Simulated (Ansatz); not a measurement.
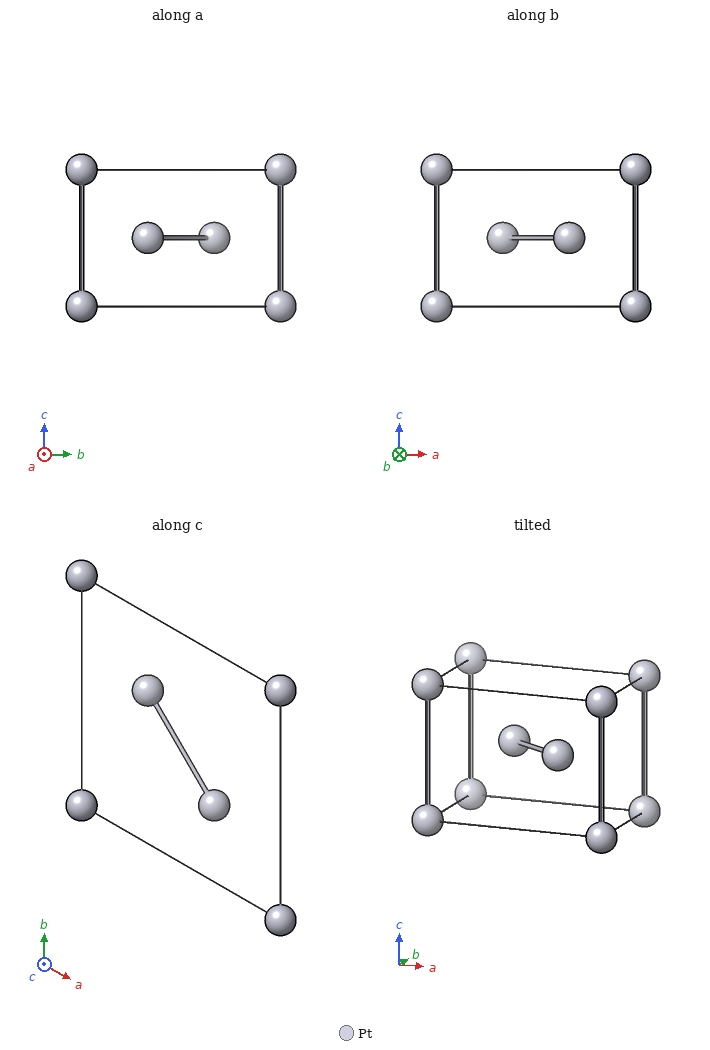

The image is a ball-and-stick drawing of a crystal, viewed along the a axis, along the b axis, along the c axis and slightly off an axis. One conventional unit cell is outlined, and atoms on its boundary appear in each equivalent place.

Lattice parameters: a = 4.5357 Å, b = 4.5357 Å, c = 2.6988 Å, α = 90.000°, β = 90.000°, γ = 120.000°.

From the views, write a CIF with its space group and independent sites.

```cif
data_structure
_symmetry_space_group_name_H-M 'P 6/m m m'
_symmetry_Int_Tables_number 191
_cell_length_a 4.5357
_cell_length_b 4.5357
_cell_length_c 2.6988
_cell_angle_alpha 90.000
_cell_angle_beta 90.000
_cell_angle_gamma 120.000
_cell_volume 48.08
loop_
_atom_site_label
_atom_site_type_symbol
_atom_site_symmetry_multiplicity
_atom_site_Wyckoff_symbol
_atom_site_fract_x
_atom_site_fract_y
_atom_site_fract_z
_atom_site_occupancy
Pt1 Pt 1 a 0.0000 0.0000 0.0000 1
Pt2 Pt 2 d 0.3333 0.6667 0.5000 1
```

The initial geometry was a structure type filled with this element by a generator (whether the element takes this form wasn't checked). Earlier steps of the study may have refined or changed the cell and positions. Ansatz was used for an electronic-structure calculation on it.
